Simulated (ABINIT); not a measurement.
# Phonon calculation, with input and output: HgTe (part 1 of 2)

The run: phonon calculation of HgTe (F-43m, 2 atoms in the cell). Method and program: Kohn-Sham DFT of a periodic cell, PBE, SPMS NC PBE v1.0, no spin polarisation (ABINIT 10.8.3).

The structure derives from an entry of the Crystallography Open Database.

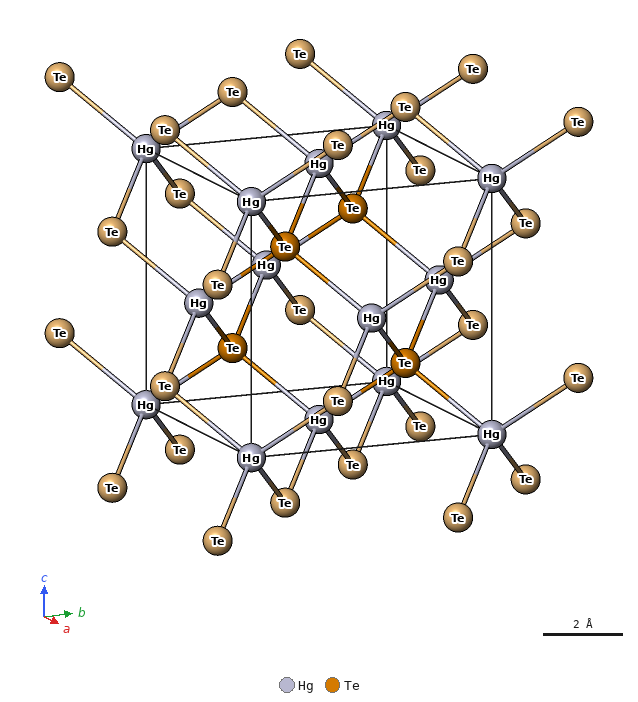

*The input geometry (ball-and-stick view of the cell 4 times as large as that of the calculation, set on its symmetry axes, seen slightly off an axis; neighbours outside the cell are drawn fainter). An atom can appear more than once, as a periodic image.*

Near neighbours in the periodic cell (some may lie outside the picture): Hg has 4 Te at 2.88 Å; Te has 4 Hg at 2.88 Å.

Input
```
# Datasets
ndtset 2

# Pseudopotentials
pp_dirpath "./"
pseudos "80_Hg_20_1.9_2.5_pbe_n_v1.0.psp8, 52_Te_16_2.3_2.3_pbe_n_v1.0.psp8"

# Structure
acell 8.8976002523 8.8976002523 8.8976002523
rprim
     0.0000000000     0.7071067812     0.7071067812
     0.7071067812     0.0000000000     0.7071067812
     0.7071067812     0.7071067812     0.0000000000
ntypat 2
znucl 80 52
natom 2
typat 1 2
chkprim 0
chksymtnons 0
tolsym 1.0e-6
xred
            0.0            0.0            0.0
            3/4            3/4            3/4

# Plane-wave basis
ecut 26.0
ecutsm 0.5

# k points
ngkpt 4 4 4
nshiftk 4
shiftk
     0.5000000000     0.5000000000     0.5000000000
     0.5000000000     0.0000000000     0.0000000000
     0.0000000000     0.5000000000     0.0000000000
     0.0000000000     0.0000000000     0.5000000000

# Exchange and correlation
ixc 11

# Bands and occupations
nband 26
occopt 3
tsmear 0.05 eV

# SCF cycle
nstep 80

# Output
prteig 0
prtebands 0
prtwf 0
prtden 0
prtpot 0

# Dataset 1: ground state
kptopt1 1
tolvrs1 1.0e-15
prtwf1 1
tolwfr1 1.0e-14
nbdbuf1 4
nline1 6

# Dataset 2: response at q = 0 to atomic displacements
rfphon2 1
rfatpol2 1 2
rfdir2 1 1 1
getwfk2 1
kptopt2 2
nqpt2 1
qpt2 0.0 0.0 0.0
tolvrs2 1.0e-8
```

File mrgddb.in
```
merged_DDB
HgTe
2
runo_DS1_DDB
runo_DS2_DDB
```

File anaddb.abi
```
ddb_filepath "merged_DDB"
output_file "anaddb.abo"
outdata_prefix "ana"
asr 2
chneut 0
dipdip 0
dieflag 0
enunit 0
eivec 1
nph1l 1
qph1l 0.0 0.0 0.0 1.0
```

Machine: 4 threads of AMD EPYC (Zen 3), 192 GiB of memory available, shared host.

Launched with:
```bash
mpirun --bind-to none -np 4 abinit run.abi > log 2>&1
mrgddb < mrgddb.in > mrgddb.log 2>&1
anaddb anaddb.abi > anaddb.log 2>&1
```

Output
```
.Version 10.8.3 of ABINIT
 DATASET    1 : space group F-4 3 m (#216); Bravais cF (face-center cubic)
================================================================================
 Values of the parameters that define the memory need for DATASET  1.
     intxc =       0    ionmov =       0      iscf =       7    lmnmax =       7
     lnmax =       7     mgfft =      45  mpssoang =       4    mqgrid =    3001
     natom =       2  nloc_mem =       1    nspden =       1   nspinor =       1
    nsppol =       1      nsym =      24    n1xccc =    2501    ntypat =       2
    occopt =       3   xclevel =       2
       mpw =        3171          nfft =       91125          nkpt =          10
================================================================================
================================================================================

 DATASET    2 : space group F-4 3 m (#216); Bravais cF (face-center cubic)
================================================================================
 Values of the parameters that define the memory need for DATASET  2 (RF).
     intxc =       0      iscf =       7    lmnmax =       7     lnmax =       7
     mgfft =      45  mpssoang =       4    mqgrid =    3001     natom =       2
  nloc_mem =       1    nspden =       1   nspinor =       1    nsppol =       1
      nsym =      24    n1xccc =    2501    ntypat =       2    occopt =       3
   xclevel =       2
      nfft =       91125          nkpt =         128
================================================================================
================================================================================

--------------------------------------------------------------------------------
------------- Echo of variables that govern the present computation ------------
--------------------------------------------------------------------------------
 -outvars: echo values of preprocessed input variables --------
            acell      8.8976002523E+00  8.8976002523E+00  8.8976002523E+00 Bohr
              amu      2.00590000E+02  1.27600000E+02
          chkprim           0
      chksymtnons           0
             ecut      2.60000000E+01 Hartree
           ecutsm      5.00000000E-01 Hartree
           getwfk1          0
           getwfk2          1
              ixc          11
           jdtset        1    2
                       outvar_i_n : Printing only first  50 k-points.
           kptopt1          1
           kptopt2          2
         kptrlatt        4   -4    4     -4    4    4     -4   -4    4
          kptrlen      5.03324278E+01
            natom           2
            nband1         26
            nband2         26
           nbdbuf1          4
           nbdbuf2          2
           ndtset           2
            ngfft          45      45      45
             nkpt1         10
             nkpt2        128
            nline1          6
            nline2          4
             nqpt1          0
             nqpt2          1
            nstep          80
             nsym          24
           ntypat           2
                       prtocc : prtvol=0, do not print more k-points.
           occopt           3
        optdriver1          0
        optdriver2          1
           prtden           0
        prtebands           0
           prteig           0
            prtwf1          1
            prtwf2          0
           rfphon1          0
           rfphon2          1
            rprim      0.0000000000E+00  7.0710678120E-01  7.0710678120E-01
                       7.0710678120E-01  0.0000000000E+00  7.0710678120E-01
                       7.0710678120E-01  7.0710678120E-01  0.0000000000E+00
           shiftk      5.00000000E-01  5.00000000E-01  5.00000000E-01
          spgroup         216
           tolsym      1.00000000E-06
           tolvrs1     1.00000000E-15
           tolvrs2     1.00000000E-08
           tolwfr1     1.00000000E-14
           tolwfr2     0.00000000E+00
           tsmear      1.83746611E-03 Hartree
            typat      1  2
                       outvars : Printing only first  50 k-points.
           xangst      0.0000000000E+00  0.0000000000E+00  0.0000000000E+00
                       4.9940200767E+00  4.9940200767E+00  4.9940200767E+00
            xcart      0.0000000000E+00  0.0000000000E+00  0.0000000000E+00
                       9.4373302122E+00  9.4373302122E+00  9.4373302122E+00
             xred      0.0000000000E+00  0.0000000000E+00  0.0000000000E+00
                       7.5000000000E-01  7.5000000000E-01  7.5000000000E-01
            znucl       80.00000   52.00000

================================================================================

 chkinp: Checking input parameters for consistency, jdtset=   1.

 chkinp: Checking input parameters for consistency, jdtset=   2.

================================================================================
== DATASET  1 ==================================================================

--- !DatasetInfo
iteration_state: {dtset: 1, }
dimensions: {natom: 2, nkpt: 10, mband: 26, nsppol: 1, nspinor: 1, nspden: 1, mpw: 3171, }
cutoff_energies: {ecut:  26.0, pawecutdg:  -1.0, }
electrons: {nelect:   3.60000000E+01, charge:   0.00000000E+00, occopt:   3.00000000E+00, tsmear:   1.83746611E-03, }
meta: {optdriver: 0, ionmov: 0, optcell: 0, iscf: 7, paral_kgb: 0, }
...

 Exchange-correlation functional for the present dataset will be:
  GGA: Perdew-Burke-Ernzerhof functional - ixc=11
  J.P.Perdew, K.Burke, M.Ernzerhof, PRL 77, 3865 (1996)

 Real(R)+Recip(G) space primitive vectors, cartesian coordinates (Bohr,Bohr^-1):
 R(1)=  0.0000000  6.2915535  6.2915535  G(1)= -0.0794716  0.0794716  0.0794716
 R(2)=  6.2915535  0.0000000  6.2915535  G(2)=  0.0794716 -0.0794716  0.0794716
 R(3)=  6.2915535  6.2915535  0.0000000  G(3)=  0.0794716  0.0794716 -0.0794716
 Unit cell volume ucvol=  4.9808524E+02 bohr^3
 Angles (23,13,12)=  6.00000000E+01  6.00000000E+01  6.00000000E+01 degrees

 getcut: wavevector=  0.0000  0.0000  0.0000  ngfft=  45  45  45
         ecut(hartree)=     26.000   => boxcut(ratio)=   2.15441

--- Pseudopotential description ------------------------------------------------
- pspini: atom type   1  psp file is ./80_Hg_20_1.9_2.5_pbe_n_v1.0.psp8
  80.00000  20.00000    220729                znucl, zion, pspdat
    8   11    3    4       600   0.00000      pspcod,pspxc,lmax,lloc,mmax,r2well
    5.99000000000000    5.00000000000000    0.00000000000000   rchrg,fchrg,qchrg
     nproj     2     2     2     1
     extension_switch     1

- pspini: atom type   2  psp file is ./52_Te_16_2.3_2.3_pbe_n_v1.0.psp8
  52.00000  16.00000    220731                znucl, zion, pspdat
    8   11    2    4       600   0.00000      pspcod,pspxc,lmax,lloc,mmax,r2well
    5.99000000000000    5.00000000000000    0.00000000000000   rchrg,fchrg,qchrg
     nproj     2     2     2
     extension_switch     1

   2.73335181E+03                                ecore*ucvol(ha*bohr**3)
--------------------------------------------------------------------------------

================================================================================

--- !BeginCycle
iteration_state: {dtset: 1, }
solver: {iscf: 7, nstep: 80, nline: 6, wfoptalg: 0, }
tolerances: {tolwfr: 1.00E-14, tolvrs: 1.00E-15, }
...

     iter   Etot(hartree)      deltaE(h)  residm     vres2
 ETOT  1  -262.81290126377    -2.628E+02 3.421E-02 9.465E+01
 ETOT  2  -262.85498554890    -4.208E-02 5.405E-07 1.671E+01
 ETOT  3  -262.85820134629    -3.216E-03 6.016E-05 4.776E-01
 ETOT  4  -262.85826225927    -6.091E-05 1.365E-06 4.636E-02
 ETOT  5  -262.85826409648    -1.837E-06 1.798E-07 3.491E-03
 ETOT  6  -262.85826430917    -2.127E-07 1.570E-08 2.416E-05
 ETOT  7  -262.85826431049    -1.313E-09 7.716E-11 1.608E-06
 ETOT  8  -262.85826431057    -8.703E-11 2.196E-12 3.093E-07
 ETOT  9  -262.85826431059    -1.347E-11 9.940E-13 3.096E-08
 ETOT 10  -262.85826431058     4.718E-12 1.589E-13 3.672E-10
 ETOT 11  -262.85826431058    -1.364E-12 9.519E-15 2.053E-12
 ETOT 12  -262.85826431059    -2.046E-12 9.511E-15 1.286E-13
 ETOT 13  -262.85826431058     4.775E-12 9.525E-15 2.265E-15
 ETOT 14  -262.85826431059    -7.788E-12 9.525E-15 3.105E-17

 At SCF step   14  max residual=  9.52E-15 < tolwfr=  1.00E-14 AND vres2   =  3.10E-17 < tolvrs=  1.00E-15 =>converged.

 Cartesian components of stress tensor (hartree/bohr^3)
  sigma(1 1)=  4.21791092E-06  sigma(3 2)=  0.00000000E+00
  sigma(2 2)=  4.21791092E-06  sigma(3 1)=  0.00000000E+00
  sigma(3 3)=  4.21791092E-06  sigma(2 1)=  0.00000000E+00

--- !ResultsGS
iteration_state: {dtset: 1, }
comment   : Summary of ground state results
lattice_vectors:
- [  0.0000000,   6.2915535,   6.2915535, ]
- [  6.2915535,   0.0000000,   6.2915535, ]
- [  6.2915535,   6.2915535,   0.0000000, ]
lattice_lengths: [   8.89760,    8.89760,    8.89760, ]
lattice_angles: [ 60.000,  60.000,  60.000, ] # degrees, (23, 13, 12)
lattice_volume:   4.9808524E+02
convergence: {deltae: -7.788E-12, res2:  3.105E-17, residm:  9.525E-15, diffor: null, }
etotal    :  -2.62858264E+02
entropy   :   0.00000000E+00
fermie    :   1.42025612E-01
cartesian_stress_tensor: # hartree/bohr^3
- [  4.21791092E-06,   0.00000000E+00,   0.00000000E+00, ]
- [  0.00000000E+00,   4.21791092E-06,   0.00000000E+00, ]
- [  0.00000000E+00,   0.00000000E+00,   4.21791092E-06, ]
pressure_GPa:  -1.2410E-01
xred      :
- [  0.0000E+00,   0.0000E+00,   0.0000E+00, Hg]
- [  7.5000E-01,   7.5000E-01,   7.5000E-01, Te]
cartesian_forces: # hartree/bohr
- [ -4.27977801E-29,  -4.27977801E-29,   1.28393340E-28, ]
- [  4.27977801E-29,   4.27977801E-29,  -1.28393340E-28, ]
force_length_stats: {min:   1.41944179E-28, max:   1.41944179E-28, mean:   1.41944179E-28, }
...

 Integrated electronic density in atomic spheres:
```
